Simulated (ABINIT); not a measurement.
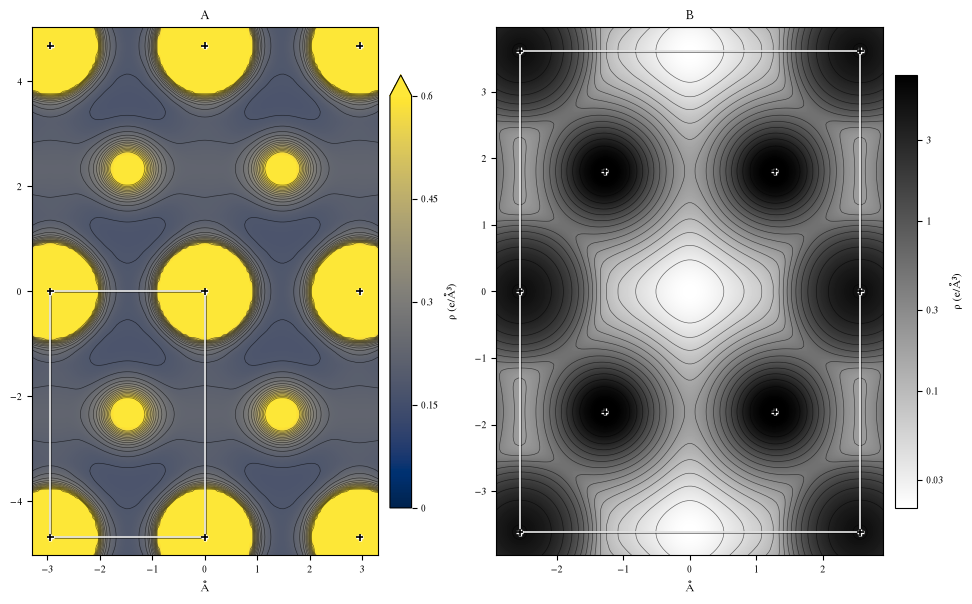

The valence electron density of 2 systems, each on a plane through atoms (crosses mark nuclei in the plane).

All numbers below come from ABINIT 10.8.3, Kohn-Sham DFT of a periodic cell, PBE, JTH PAW PBE v2.0.

System 1: Ti, the (010) plane of the conventional cell. Space group P6₃/mmc.

```yaml
crystal:
  lattice:
    - [2.95000, 0.00000, 0.00000]
    - [-1.47500, 2.55477, 0.00000]
    - [0.00000, 0.00000, 4.68000]
  atoms:
    - { symbol: Ti, position: [0.66667, 0.33333, 0.75000] }
    - { symbol: Ti, position: [0.33333, 0.66667, 0.25000] }
```

System 2: HfO2, the (011) plane of the conventional cell. Space group Fm-3m; computed pressure about −6 GPa in this cell.

```yaml
crystal:
  lattice:
    - [5.11500, 0.00000, 0.00000]
    - [0.00000, 5.11500, 0.00000]
    - [0.00000, 0.00000, 5.11500]
  atoms:
    - { symbol: Hf, position: [0.00000, 0.00000, 0.00000] }
    - { symbol: Hf, position: [0.50000, 0.50000, 0.00000] }
    - { symbol: Hf, position: [0.50000, 0.00000, 0.50000] }
    - { symbol: Hf, position: [0.00000, 0.50000, 0.50000] }
    - { symbol: O, position: [0.75000, 0.25000, 0.25000] }
    - { symbol: O, position: [0.25000, 0.75000, 0.25000] }
    - { symbol: O, position: [0.25000, 0.25000, 0.75000] }
    - { symbol: O, position: [0.75000, 0.75000, 0.75000] }
    - { symbol: O, position: [0.25000, 0.25000, 0.25000] }
    - { symbol: O, position: [0.75000, 0.75000, 0.25000] }
    - { symbol: O, position: [0.75000, 0.25000, 0.75000] }
    - { symbol: O, position: [0.25000, 0.75000, 0.75000] }
```

Q: Which map belongs to which system?

A: Panel A is system 1, Ti: the plane holds Ti. Ti–Ti (2.95 Å): the density is about 0.19 e/Å³ at the midpoint. Panel B is system 2, HfO2: the plane holds Hf and O. Hf–O (2.21 Å): ρ is about 0.57 e/Å³ halfway.
